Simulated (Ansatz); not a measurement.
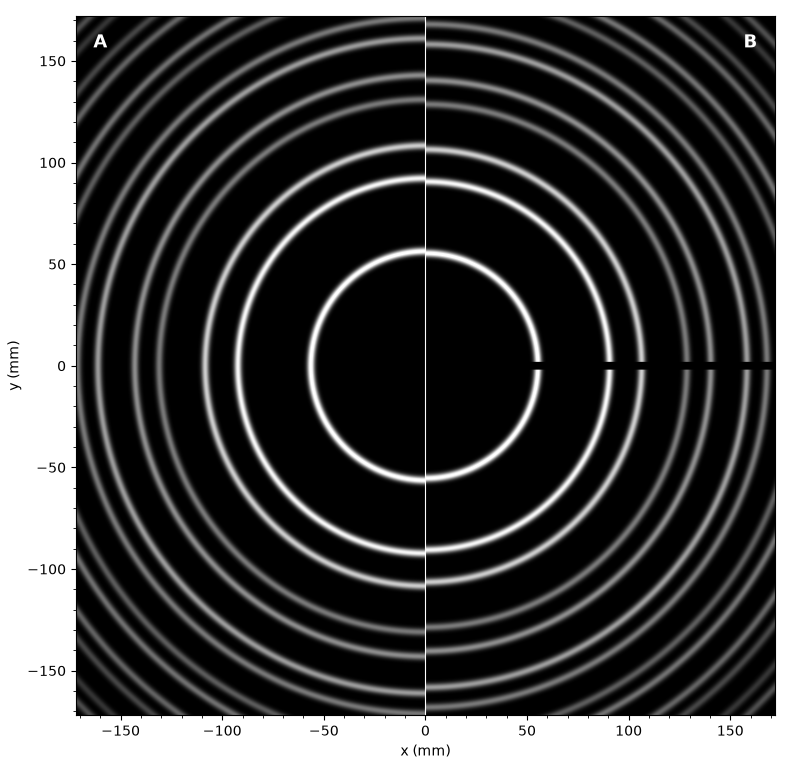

Simulated X-ray powder rings on a flat area detector normal to the beam: λ = 0.2066 Å, sample-to-detector distance 890 mm, axes in mm from the beam centre, for a fine-grained powder without texture. Kinematic intensities with B = 0.8 Å² for all atoms, without absorption; brightness goes as intensity to the power 0.4, clipped at the top. Reflections closer than the ring width show as one ring. The left and right halves show two different samples, each scaled to its strongest ring.

Both are Ge in Fd-3m, with cells of different size. Both are input geometries of electronic-structure calculations (not necessarily at equilibrium).

Q: Which half has the larger cell, and by how much?

A: Half B: the volume of B is 5.4 % larger than that of A, and a larger cell draws the rings inwards on average.
A: a = 5.660 Å, b = 5.660 Å, c = 5.660 Å, α = 90.00°, β = 90.00°, γ = 90.00°; 111 at 56.4 mm (d = 3.27 Å), 220 at 92.3 mm (d = 2.00 Å), 311 at 108.3 mm (d = 1.707 Å), 400 at 131.0 mm (d = 1.415 Å).
B: a = 5.761 Å, b = 5.761 Å, c = 5.761 Å, α = 90.00°, β = 90.00°, γ = 90.00°; 111 at 55.4 mm (d = 3.33 Å), 220 at 90.6 mm (d = 2.04 Å), 311 at 106.4 mm (d = 1.737 Å), 400 at 128.7 mm (d = 1.440 Å).
